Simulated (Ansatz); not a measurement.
Structure of Pt:

```
Pt
1.0
     2.60415    0.00000    0.00000
     0.00000    2.60415    0.00000
     0.00000    0.00000    2.60415
Pt
1
Direct
  0.00000 0.00000 0.00000
```

It is based on coordinates from a relaxation with Ansatz, DFT, r2SCAN, plane waves (500 eV) with PAW, scalar-relativistic; the starting structure was generated, so it need not be a known form of this composition.

**Which powder rings are expected with 80 kV electrons? List the innermost 5, leaving out those under 3 % of the strongest.**

```tsv
ring	radius	d (Å)	hkl
1	3.84 nm⁻¹	2.60	100
2	5.43 nm⁻¹	1.841	110
3	6.65 nm⁻¹	1.504	111
4	7.68 nm⁻¹	1.302	200
5	8.59 nm⁻¹	1.165	210
```

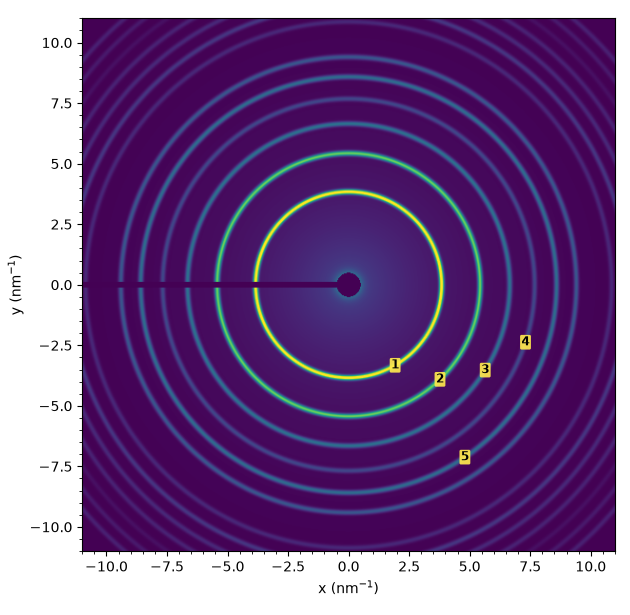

Simulated electron diffraction rings at 80 kV (λ = 0.0418 Å), scale in nm⁻¹ (radius = 1/d), for a fine-grained powder without texture. Kinematic intensities with B = 1.0 Å² for all atoms, without multiple scattering; brightness goes as intensity to the power 0.6, clipped at the top. Reflections closer than the ring width show as one ring. The numbers mark the rings of the table.
